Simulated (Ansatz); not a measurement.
The Ansatz input:

```
crystal:
  lattice:
    - [3.0759982064, 0.0, 0.0]
    - [-1.5379991032, 2.6638925888, 0.0]
    - [0.0, 0.0, 5.048]
  atoms:
    - { symbol: Si, position: [0.3333333333, 0.6666666667, 0.0] }
    - { symbol: Si, position: [0.6666666667, 0.3333333333, 0.5] }
    - { symbol: C, position: [0.3333333333, 0.6666666667, 0.385] }
    - { symbol: C, position: [0.6666666667, 0.3333333333, 0.885] }
kpoints:
  mp_grid: { grid: [15, 15, 8] }
  band_path:
    path:
      - [0.0, 0.0, 0.0]
      - [0.5, 0.0, 0.0]
      - [0.3333333333, 0.3333333333, 0.0]
      - [0.0, 0.0, 0.0]
      - [0.0, 0.0, 0.5]
      - [0.5, 0.0, 0.5]
      - [0.3333333333, 0.3333333333, 0.5]
      - [0.0, 0.0, 0.5]
      - [0.5, 0.0, 0.5]
    npoints: 8
scf:
  occupations: { method: fermi_dirac, width: 0.08 }
hamiltonian:
  xc: pbe
  pseudopotentials: { kind: paw }
output:
  forces: true
  stress: true
  eigenvalues: true
  efg: { contact_densities: true }
  populations: true
  bader: true
  dos: { projected: true, de: 0.2, e_range: [-14, 8] }
```

What will the band structure and density of states look like? The path is Γ–M–K–Γ–A–L–H–A–L.

The bands leave a gap. The gap along this path is 2.33 eV and indirect, from the valence-band top at Γ to the conduction-band bottom at K; the smallest direct gap is 4.08 eV, at M. The top valence level at Γ is a single band, not degenerate (spin aside). The direct gaps are 6.36 eV at K, 4.08 eV at M and 4.62 eV at Γ. By projected weight, the top eV of the valence band is C (90 %); the bottom eV of the conduction band is Si (65 %) and C (35 %).

The atoms aren't at rest in this cell (largest force 0.8 eV/Å), so the relaxed material can differ.

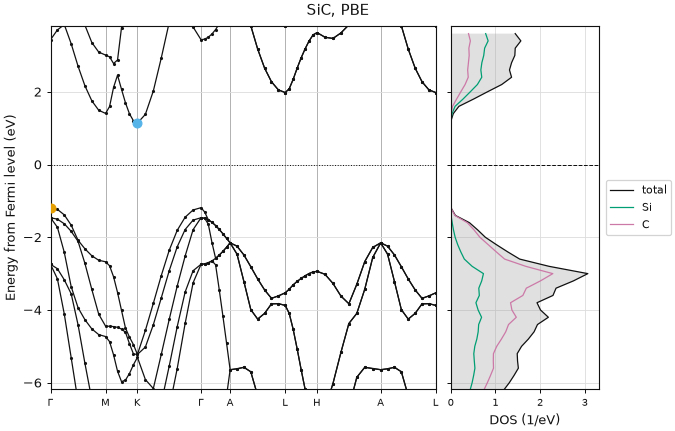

Band structure and density of states. Energies are counted from the Fermi level. The path runs straight from each named point to the next. The partial curves are projected on Löwdin-orthogonalised atomic shells.
